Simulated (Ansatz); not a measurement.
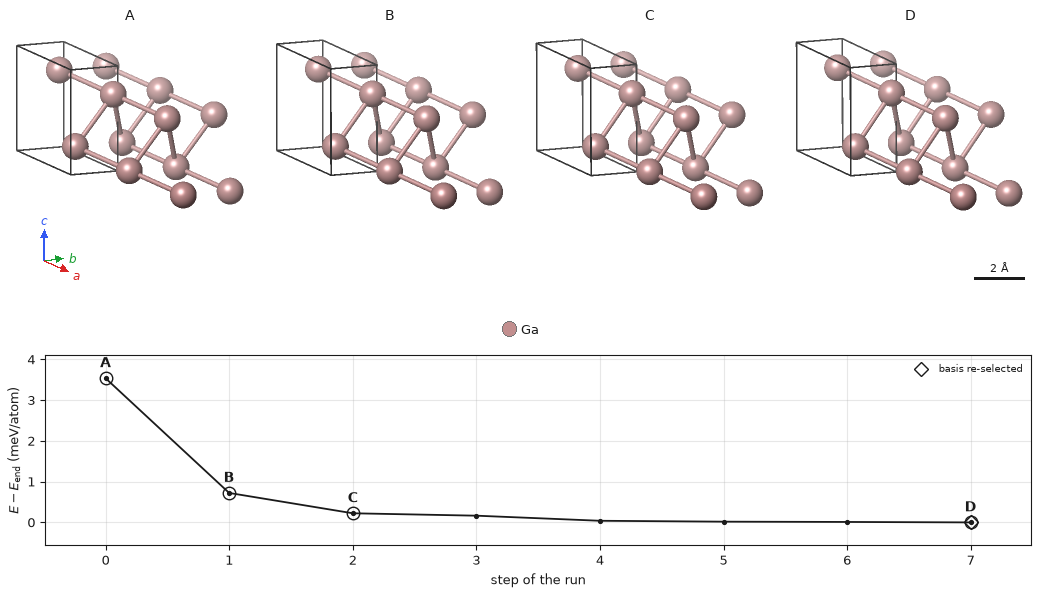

Frames of a relaxation of crystalline Ga (set up in P2_1/m), marked on the history of the run. The picture is a ball-and-stick view of the cell of the calculation, repeated 3 × 2 × 1 with one cell outlined, seen from a free direction.

The run lets cell and atoms move.

Computed with Kohn-Sham DFT of a periodic cell, PBE with D3(BJ), Ansatz PAW in Ansatz 0.2.0.

Input file:
```yaml
crystal:
  lattice:
    - [2.7784220849, 0.0, 0.0]
    - [0.0, 3.28160879, 0.0]
    - [-1.3434310986, 0.0, 3.9902731763]
  atoms:
    - { symbol: Ga, position: [0.13459627, 0.75, 0.77016683] }
    - { symbol: Ga, position: [0.86540373, 0.25, 0.22983317] }
hamiltonian:
  xc: pbe
  pseudopotentials: { kind: paw }
  dispersion: d3bj
kpoints:
  mp_grid: { grid: [10, 8, 7] }
scf:
  occupations: { method: fermi_dirac, width: 0.05 }
output:
  forces: true
  stress: true
  eigenvalues: true
relax:
  f_tol: 0.01
  max_steps: 40
  cell: { stress_tol: 0.05 }
```

Launched with:
```bash
ansatz run input.yaml --threads 2 --pin off --max-ram 5632MiB --backend cpu --events-out ev --progress --plain --runs-dir out
```

What happens along the run?

The largest moves relative to the cell, 0.028 Å, are those of Ga atoms. Cell: a 2.778 → 2.787 Å (+0.3 %), b 3.282 → 3.205 Å (−2.3 %), c 4.210 → 4.336 Å (+3.0 %), β 108.6° → 109.7°. Volume +0.3 %. Among the contacts that change: Ga–Ga 2.838 → 2.860 Å, Ga–Ga 2.814 → 2.835 Å, Ga–Ga 2.778 → 2.787 Å. The space group stays P2_1/m (No. 11). After 6 accepted moves (7 points after the start) the energy has fallen by 3.5 meV per atom. Largest force component: 0.085 eV/Å at the start, 0.00048 eV/Å at the end. The pressure goes from 0.20 to −0.01 GPa. The SCF was repeated once at an unchanged geometry on a basis and grid sized afresh for the cell, which shifted the energy by less than 0.05 meV per atom at most. From step 0 to 1: energy −2.8 meV per atom. From step 1 to 2: volume +0.4 %, energy −0.5 meV per atom. From step 2 to 7: energy −0.2 meV per atom.

| step | E − E(0), meV/atom | largest force component, eV/Å | pressure, GPa | volume, Å³/atom | note |
| --- | --- | --- | --- | --- | --- |
| 0 | 0.00 | 0.0852 | 0.20 | 18.191 |  |
| 1 | -2.82 | 0.0203 | 0.25 | 18.191 |  |
| 2 | -3.31 | 0.0058 | 0.04 | 18.255 |  |
| 3 | -3.37 | 0.0116 | 0.15 | 18.194 |  |
| 4 | -3.50 | 0.0040 | -0.07 | 18.270 |  |
| 5 | -3.52 | 0.0022 | -0.01 | 18.247 |  |
| 6 | -3.53 | 0.0005 | -0.01 | 18.242 |  |
| 7 | -3.54 | 0.0005 | -0.01 | 18.242 | same geometry, new basis |
